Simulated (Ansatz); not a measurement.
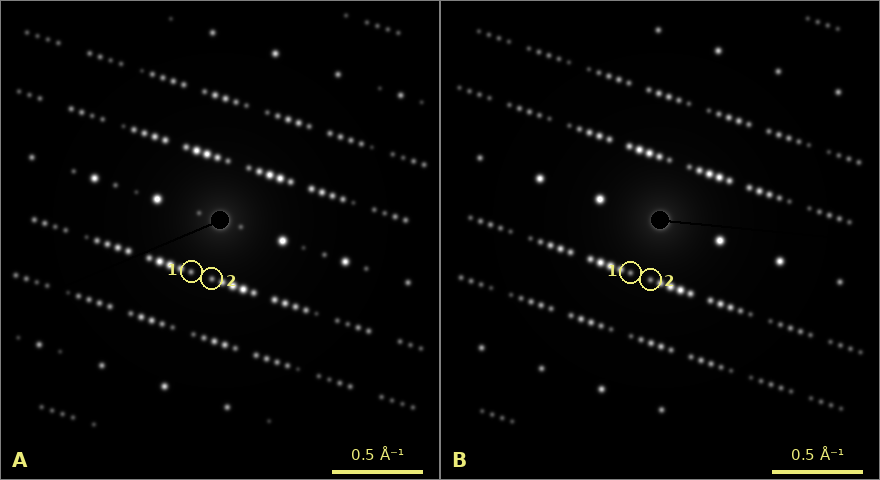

Kinematic electron diffraction patterns (120 kV, B = 0.5 Å², same scale) along [010] of the run's own cell, for the start and the end of one relaxation of ZrB with Ansatz, DFT r2SCAN, scalar-relativistic, plane waves, PAW. k mesh 12×12×2. The start is a generated model structure, and the relaxation ends in the nearest stationary point of its symmetry, not necessarily the ground state. Spot 1 is -1 0 -1 and spot 2 is -1 0 1 in both.

Start structure:

```
CELL_PARAMETERS angstrom
3.47616 0.00000 0.00000
-1.73808 3.01044 0.00000
0.00000 0.00000 16.98192
ATOMIC_POSITIONS crystal
Zr 0.00000 0.00000 0.00000
B 0.66667 0.33333 0.08333
Zr 0.33333 0.66667 0.16667
B 0.00000 0.00000 0.25000
Zr 0.66667 0.33333 0.33333
B 0.33333 0.66667 0.41667
Zr 0.00000 0.00000 0.50000
B 0.33333 0.66667 0.58333
Zr 0.66667 0.33333 0.66667
B 0.00000 0.00000 0.75000
Zr 0.33333 0.66667 0.83333
B 0.66667 0.33333 0.91667
```

### Which pattern belongs to the start structure, and which to the relaxed one?

B is the start: its cell gives d(1) = 2.964 Å, d(2) = 2.964 Å and an angle of 20.1°. A is the relaxed structure, with d(1) = 3.019 Å (+1.9 %), d(2) = 3.019 Å (+1.9 %) and 21.3°.

### Name reflections whose intensity changes strongly on relaxation.

0 0 10 comes into sight.

### What did the relaxation do to the structure and the energy?

The volume changed by +0.0 % to 14.81 Å³ an atom; with the mean shift removed, the atoms moved by up to 0.11 Å relative to the cell (B most); the space group stayed P6_3/mmc (No. 194); the free energy fell by 22 meV an atom. Relaxed cell: a = 3.548 Å, b = 3.548 Å, c = 16.310 Å, α = 90.00°, β = 90.00°, γ = 120.00°.
